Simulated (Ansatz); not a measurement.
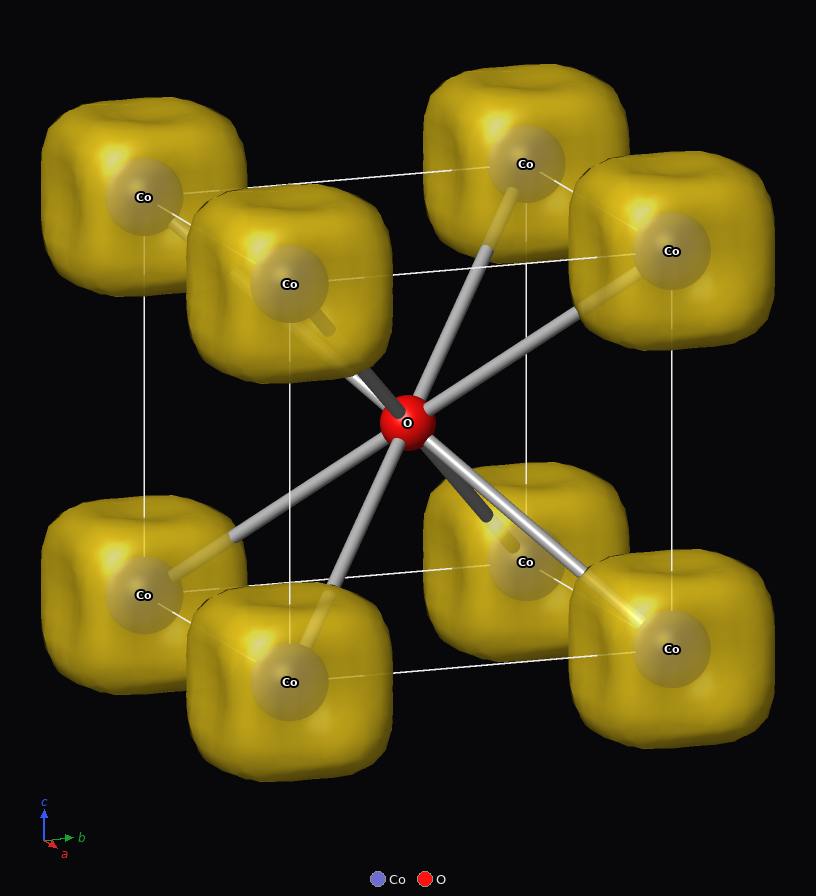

Figure 1: CoO. Isosurfaces of the spin density (up minus down) at +0.5 (yellow) and −0.5 e/Å³ (cyan), seen slightly off an axis. Sticks mark near contacts.

Space group Pm-3m; started from the CsCl (B2) prototype, which need not be the ambient phase; computed pressure about 18 GPa in this cell; Hubbard U of 7 eV on Co d only; spin-polarised.

Computed with DFT PBEsol+U, scalar-relativistic, plane waves, PAW in Ansatz 0.2.0.

The density is the valence pseudo-density of a PAW calculation; it isn't the true density close to the nuclei.

Describe the spin distribution.

The spin density sits on Co: +2.7 μB in one cell of 2 atoms, with smaller moments on other sites: O (up to +0.22 μB): parallel moments, as they must be, since the calculation's own cell holds one magnetic site. The cell of the calculation (2 atoms) carries 3.0 μB of net spin moment. Only one sign reaches the isovalue.
